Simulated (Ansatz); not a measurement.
## Energy of HfC along an even scaling of the cell

System: HfC (Fm-3m, 2 atoms in the cell).
Method: DFT PBE + D4, scalar-relativistic, plane waves, PAW, no spin polarisation (Ansatz 0.2.0).

The 7 runs differ only in the geometry, by an even scaling of the cell at fixed fractional positions.

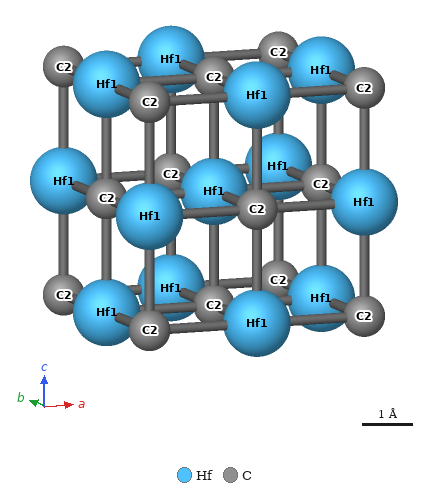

Figure 1. The structure of run 4 (ball-and-stick view of the cell 4 times as large as that of the calculation, set on its symmetry axes, seen slightly off an axis; atoms are numbered from 1 in the order of the input). An atom can appear more than once, as a periodic image.

## Input of run 4
```yaml
crystal:
  lattice:
    - [0.0, 2.3141090597, 2.3141090597]
    - [2.3141090597, 0.0, 2.3141090597]
    - [2.3141090597, 2.3141090597, 0.0]
  atoms:
    - { symbol: Hf, position: [0.5, 0.5, 0.5] }
    - { symbol: C, position: [0.0, 0.0, 0.0] }
basis:
  ecutwfc: 420
  ecutrho_ratio: 4
kpoints:
  mp_grid: { grid: [8, 8, 8] }
hamiltonian:
  xc: pbe
  dispersion: d4
scf:
  occupations: { method: gaussian, width: 0.05 }
output:
  forces: true
  stress: true
  eigenvalues: true
```

Command:
```bash
ansatz run input.yaml --threads 4 --pin off --max-ram 8192MiB --backend cpu --events-out ev --progress --plain --runs-dir out
```

Run 6 differs from it as follows:
```diff
-    - [0.0, 2.3141090597, 2.3141090597]
-    - [2.3141090597, 0.0, 2.3141090597]
-    - [2.3141090597, 2.3141090597, 0.0]
+    - [0.0, 2.3294347319, 2.3294347319]
+    - [2.3294347319, 0.0, 2.3294347319]
+    - [2.3294347319, 2.3294347319, 0.0]
```

## Results, with one run withheld

| run | volume per atom (Å³) | free energy per atom, from the lowest run given (meV) | pressure (GPa) |
| --- | --- | --- | --- |
| 1 | 11.897 | 15.88 | 10.58 |
| 2 | 12.144 | 3.89 | 5.04 |
| 3 | 12.294 | 0.63 | 1.95 |
| 4 | 12.392 | 0.00 | 0.01 |
| 5 | 12.568 | 1.84 | −3.27 |
| 6 | 12.640 | ? | ? |
| 7 | 12.888 | 13.90 | −8.70 |

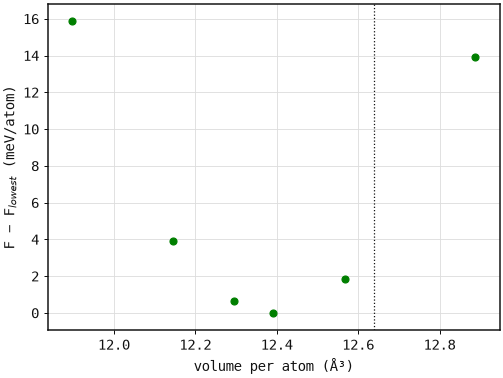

Figure 2. Free energy per atom of the runs given; the dotted line marks run 6.

What should run 6 give?

A cubic polynomial in V^(−2/3) (the Birch–Murnaghan form), fitted to the 6 runs given, misses them by at most 0.02 meV per atom. With x = V^(−2/3) − 0.18709 Å⁻², it reads F = 0.098334 + 429.09 x + 5.9792e+05 x² − 2.1554e+05 x³ (meV per atom). At run 6 it gives 3.59 meV per atom, and the run itself gives 3.61. The slope of the fit gives a pressure −dF/dV of −4.55 GPa there, and the run prints −4.56 GPa. The fit has its minimum at 12.393 Å³ per atom, where V d²F/dV² gives 240 GPa: the bulk modulus at this level, since symmetry fixes the shape and the positions.

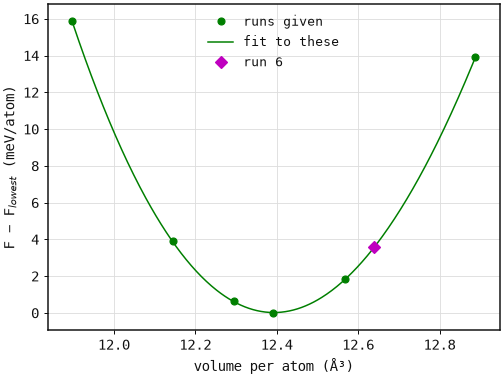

Figure 3. The fit and the withheld run.

## Output, shortened to warnings, some set-up lines, iterations and results (run 6)
```
Basis set: ecut = 420 eV, 531 PW (Γ), exchange–correlation on 48×48×48 points (8 copies of the dense FFT grid, shifted against one another)
Symmetry: 48 space group operations
k-points: 29 of 512
Initial density: superposition of atomic densities (neutral atoms: chi_scale 0, normalization atom), corrected by the library's trained network
[...]
SCF iter   1: F=—  HF=-15974.634324 eV  |F-HF|=—  |Δ(HF+E_count)|=         —  Δρ=1.96e-3  dr2=1.05e-3  ethr=1.77e-3  ⟨swp⟩=5.0  Hψ=2271  notcnv=0
SCF iter   2: F=—  HF=-15974.634032 eV  |F-HF|=—  |Δ(HF+E_count)|=   2.92e-4  Δρ=7.48e-4  dr2=9.69e-5  ethr=3.50e-6  ⟨swp⟩=2.2  Hψ=1137  notcnv=0
SCF iter   3: F=—  HF=-15974.634049 eV  |F-HF|=—  |Δ(HF+E_count)|=   1.76e-5  Δρ=2.88e-4  dr2=7.89e-6  ethr=3.23e-7  ⟨swp⟩=2.1  Hψ=990  notcnv=0
SCF iter   4: F=—  HF=-15974.634043 eV  |F-HF|=—  |Δ(HF+E_count)|=   5.95e-6  Δρ=1.25e-4  dr2=1.18e-6  ethr=2.63e-8  ⟨swp⟩=2.3  Hψ=1010  notcnv=0
SCF iter   5: F=-15974.634044 eV  HF=-15974.634044 eV  |F-HF|=4.50e-8  |Δ(HF+E_count)|=   8.60e-7  Δρ=1.15e-5  dr2=1.11e-8  ethr=3.94e-9  ⟨swp⟩=2.2  Hψ=959  notcnv=0
SCF iter   6: F=-15974.634044 eV  HF=-15974.634044 eV  |F-HF|=5.88e-9  |Δ(HF+E_count)|=   8.58e-9  Δρ=3.00e-6  dr2=8.35e-10  ethr=3.71e-11  ⟨swp⟩=3.8  Hψ=2495  notcnv=0
SCF 1 converged in 6 iterations: F = -15974.634044 eV  dr2 = 8.35e-10
SCF converged after 6 iterations
Free energy (F): -15974.634044 eV
Harris-Foulkes:  -15974.634044 eV  (|F-HF|=5.88e-9)
Internal energy: -15974.633558 eV  (E = F + TS)
E sigma→0 (E₀):  -15974.633801 eV
Entropy (-TS):   -0.000486 eV (-0.243 meV/atom)
Fermi energy:    19.953832 eV
--- Per-component energies (eV) ---
  E_band       = 107.558402
  E_kinetic    = 510.973180
  E_local      = -5002.459002  (includes V_loc(G=0)·N_el)
  E_nonlocal   = -1217.021861
  E_hartree    = 2363.195606
  E_xc         = -348.805304
  E_vxc        = -326.801293  (∫ρ·V_xc dr)
  E_paw        = -7026.599513  (= ΣΔE_a)
  E_vpaw       = 1416.476637  (= ΣTr[D̂ρ^β])
  E_aug_tail   = 0.000006  (compensation charges beyond the density's cutoff)
  E_ewald      = -5253.420036
  E_disp       = -0.496634  (pairwise vdW)
  E_smearing   = -0.000486  (= −TS)
  E_closure    = -0.000000  (closes the sum)
  Σ components = -15974.634044   (vs F -15974.634044, Δ=0.00e0)
--- Forces (eV/Å), atoms counted from 1 ---
  atom   1  Hf     0.00000000    -0.00000000    -0.00000000
  atom   2  C     -0.00000000    -0.00000000    -0.00000000
  max |Σ_I F_I| component: 1.67e-28 eV/Å
--- Stress (GPa, compression-positive) ---
       -4.557379       0.000000       0.000000
       -0.000000      -4.557379       0.000000
        0.000000       0.000000      -4.557379
  P = ⅓ Tr σ = -4.5574 GPa (-45.574 kbar)
```

Notes: Spin–orbit coupling is left out, which matters for Hf.
